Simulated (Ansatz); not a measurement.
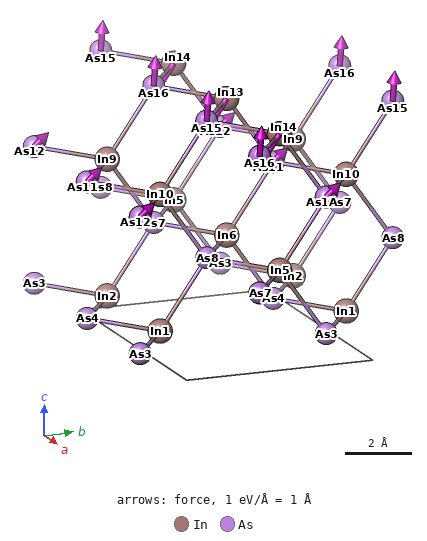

Starting geometry of a slab of composition InAs (cut from the F-43m phase) with the computed forces as purple arrows. The picture is a ball-and-stick view of the cell of the calculation, outlined in the plane, without the vacuum (origin shifted), seen slightly off an axis.

Case: clean slab, lower planes held. The slab is the (1 1 0) face of InAs. 8 atoms are held fixed.

All numbers below come from DFT PBE+D3(BJ), scalar-relativistic, plane waves, PAW in Ansatz 0.2.0. (plane-wave cutoff 420 eV; k-point mesh 2 × 3 × 1; occupations gaussian; smearing width 0.1 eV; no spin polarisation; dipole correction; atoms relaxed in a fixed cell; force threshold 0.03 eV/Å; at most 70 steps)

What follows when this structure is relaxed?

It isn't relaxed: the largest force vector, on In atoms, is 1.11 eV/Å. The atoms end up moving mostly along the starting forces (cosine between the two patterns 0.85). The largest moves, 0.54 Å, are those of In13 and In14. In13 goes at 41° to the normal (−c side). By element the largest moves are In 0.54 Å, As 0.33 Å. The cell stays as it was. Near-neighbour distances that change, for instance: As7–In9 2.647 → 2.731 Å, As11–In13 2.647 → 2.613 Å, In5–As12 2.647 → 2.678 Å, In10–As15 2.647 → 2.667 Å. Bond angles that change, for instance: In10–As15–In13 109.5° → 91.1°, As11–In13–As15 109.5° → 123.5°, In5–As12–In14 109.5° → 95.9°. The energy falls by 0.986 eV per cell of the calculation in 4 geometry steps. The largest force component goes from 0.97 to 0.012 eV/Å. Cost: 32 s on 4 threads of AMD EPYC 9R45 96-Core Processor (Zen 5) (shared host), peak memory 2.6 GiB.
